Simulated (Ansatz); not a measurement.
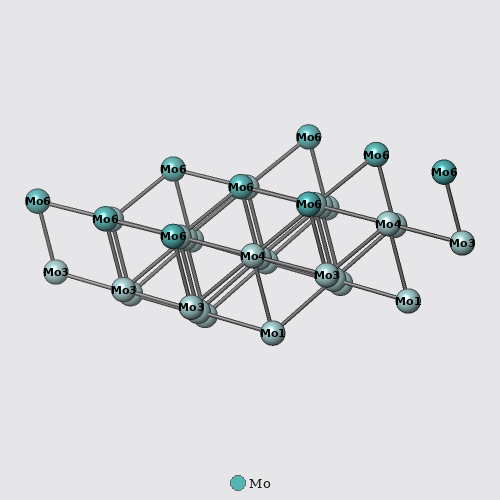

The system is S on a Mo(111) slab cut from the Im-3m phase, its upper half relaxed before the scan (6 atoms of substrate and one adsorbate in a 1 × 1 cell); the picture shows it without the atoms that are moved over the map. S is moved over the surface cell; relaxed at each place: the height of the adsorbate's atoms; substrate rigid; the origin of the map has the adsorbate above Mo6. Places are given modulo a cell vector. The map is drawn in real space over the plane of the surface. The grid has 9 × 9 points; 19 points were computed and 62 follow by symmetry. Energies: eV, counted from the lowest grid point. With one adsorbate in each 1 × 1 cell, its nearest image is 4.5 Å away, so neighbouring adsorbates interact. All numbers below come from Ansatz, DFT PBE, scalar-relativistic, plane waves, PAW. Settings: cutoff 420 eV, k-mesh 6×6×1, gaussian smearing 0.1 eV, no spin polarisation.

Range: position of S7 along the first surface vector from 0.000 to 0.889; position of S7 along the second surface vector from 0.000 to 0.889.

### Predict the map.

The lowest grid point is at (5/9, 1/9) of the cell vectors [nearest 3 Mo at 2.46 Å]; the map holds 3 wells of about this depth. The highest grid point, (2/9, 1/9) of the cell vectors [nearest 1 Mo at 2.17 Å], lies 1.89 eV above the lowest. On the interpolated surface the easiest way out of the lowest well to a well of about the same depth near (8/9, 4/9) of the cell vectors [nearest 3 Mo at 2.46 Å] passes a barrier of about 0.26 eV. At the lowest point the adsorbate has 3 Mo at 2.46 Å as nearest neighbours, at the highest 1 Mo at 2.17 Å. Its relaxed height above the top atom is 0.94 Å at the lowest and 1.99 Å at the highest point.

| second ↓, first → | 0/9 | 1/9 | 2/9 | 3/9 | 4/9 | 5/9 | 6/9 | 7/9 | 8/9 |
| --- | --- | --- | --- | --- | --- | --- | --- | --- | --- |
| 8/9 | 1.87 | 1.79 | 1.36 | 0.62 | 0.41 | 0.62 | 1.36 | 1.79 | 1.87 |
| 7/9 | 1.78 | 1.36 | 0.72 | 0.53 | 0.53 | 0.72 | 1.36 | 1.78 | 1.89 |
| 6/9 | 1.21 | 0.62 | 0.53 | 0.56 | 0.53 | 0.62 | 1.21 | 1.71 | 1.71 |
| 5/9 | 0.34 | 0.41 | 0.53 | 0.53 | 0.41 | 0.34 | 0.82 | 1.23 | 0.82 |
| 4/9 | 0.34 | 0.62 | 0.72 | 0.62 | 0.34 | 0.00 | 0.27 | 0.27 | 0.00 |
| 3/9 | 1.21 | 1.36 | 1.36 | 1.21 | 0.82 | 0.27 | 0.26 | 0.27 | 0.82 |
| 2/9 | 1.78 | 1.79 | 1.78 | 1.71 | 1.23 | 0.27 | 0.27 | 1.23 | 1.71 |
| 1/9 | 1.87 | 1.87 | 1.89 | 1.71 | 0.82 | 0.00 | 0.82 | 1.71 | 1.89 |
| 0/9 | 1.87 | 1.87 | 1.78 | 1.21 | 0.34 | 0.34 | 1.21 | 1.78 | 1.87 |

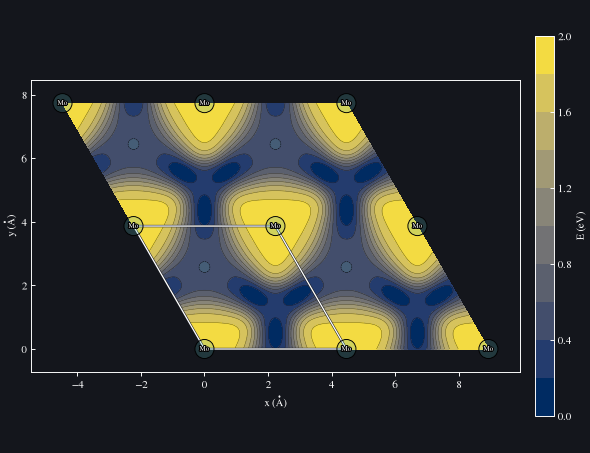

Drawn: filled contours, labelled circles for the atoms of the top layer and small ones for the second layer, the outline of one cell of the 2 × 2 shown. Between grid points the surface is interpolated.

Each point was launched as `ansatz run input.yaml --threads 1 --pin off --max-ram 3072MiB --backend cpu --events-out ev --progress --plain --runs-dir out`. The whole map (19 points run) took 9 min on 1 thread of AMD EPYC 9R45 96-Core Processor (Zen 5), on a shared host.

PAW datasets: the set soft_1.
